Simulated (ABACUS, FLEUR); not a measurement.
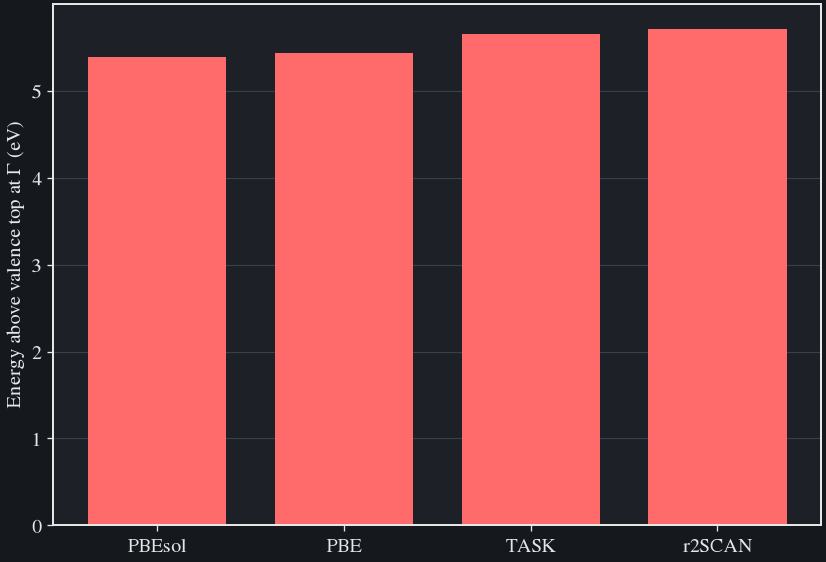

Lowest conduction level at Γ, counted from the valence-band top at Γ, by several methods on one cell of diamond-type C, space group Fd-3m, 2 atoms in the primitive cell, volume scaled by a factor 1.06; cubic a = 3.637 Å. All runs are without spin-orbit coupling and carry no moments. The smallest gap lies off these points.

Q: How do the methods rank at Γ?

A: From low to high: PBEsol 5.39, PBE 5.44, TASK 5.65, r2SCAN 5.71 eV. Too close to rank are TASK against r2SCAN (different programs, potentials, meshes and cutoffs).

| method | program | Γ (eV) |
| --- | --- | --- |
| PBEsol | FLEUR | 5.39 |
| PBE | FLEUR | 5.44 |
| TASK | ABACUS | 5.65 |
| r2SCAN | FLEUR | 5.71 |

Settings. PBEsol: all-electron, 13×13×13 k mesh, Fermi-Dirac smearing of 0.05 eV (FLEUR MaX-R8.1 (later development tree)). PBE: all-electron, 13×13×13 k mesh, Fermi-Dirac smearing of 0.05 eV (FLEUR MaX-R8.1 (patched build s14)). TASK: SG15 ONCV 1.2 PBE, 8×8×8 k mesh, 1293 eV cutoff, Fermi-Dirac smearing of 0.05 eV (ABACUS). r2SCAN: all-electron, 13×13×13 k mesh, Fermi-Dirac smearing of 0.05 eV (FLEUR MaX-R8.1 (later development tree)).

These are four of the 17 methods that were run on this cell. Runs that lie over 0.07 eV from the median of the programs for their method weren't drawn. The runs come from different programs and meshes, which adds differences of its own. At ambient pressure diamond is metastable; the stable form of carbon is graphite. LDA, GGA and most meta-GGA functionals understate gaps. TASK: the potentials were made for another functional. r2SCAN: the meta-GGA is that of a development version, with a GGA for the radial functions and cores and without core tails. Over all k points computed the smallest gap is 3.89 eV in PBEsol, 4.01 eV in PBE, 3.69 eV in TASK and 4.23 eV in r2SCAN, and a mesh with an odd division can miss a smaller one.
